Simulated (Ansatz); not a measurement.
Consider Ti.

```
CELL_PARAMETERS angstrom
2.95000 0.00000 0.00000
0.00000 5.10955 0.00000
0.00000 0.00000 4.68600
ATOMIC_POSITIONS crystal
Ti 0.50000 0.35535 0.25000
Ti 0.00000 0.85535 0.25000
Ti 0.00000 0.14465 0.75000
Ti 0.50000 0.64465 0.75000
```

Space group Cmcm; changed on purpose from its base cell (atom 1 (Ti) moved by (+0.225, +0.000) A along y and z); computed pressure about −6 GPa in this cell; computed without spin polarisation.

Method: DFT PBEsol, scalar-relativistic, plane waves, PAW in Ansatz 0.2.0.

**Predict the valence pseudo-density and electron localisation function between the atoms.**

Ti–Ti (2.77 Å): the density is about 0.2 e/Å³ at the midpoint; the ELF is about 0.15 at the midpoint; no shared electron pair shows on this line.
The ELF has a maximum of about 0.75 in the space between the atoms, 2.0 Å from six Ti atoms, on no atom or two-centre bond.

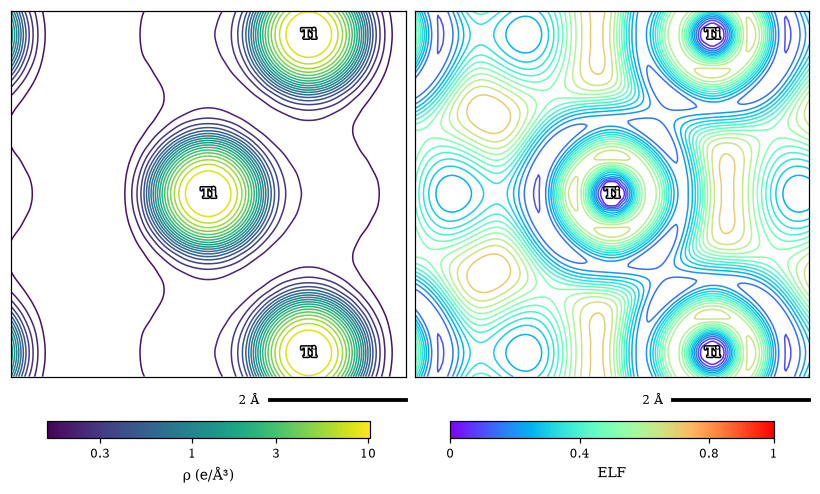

Computed valence pseudo-density and electron localisation function on the (100) plane of the conventional cell, in this order. 

In a PAW calculation such maps are meaningful between the atoms, not at the nuclei.
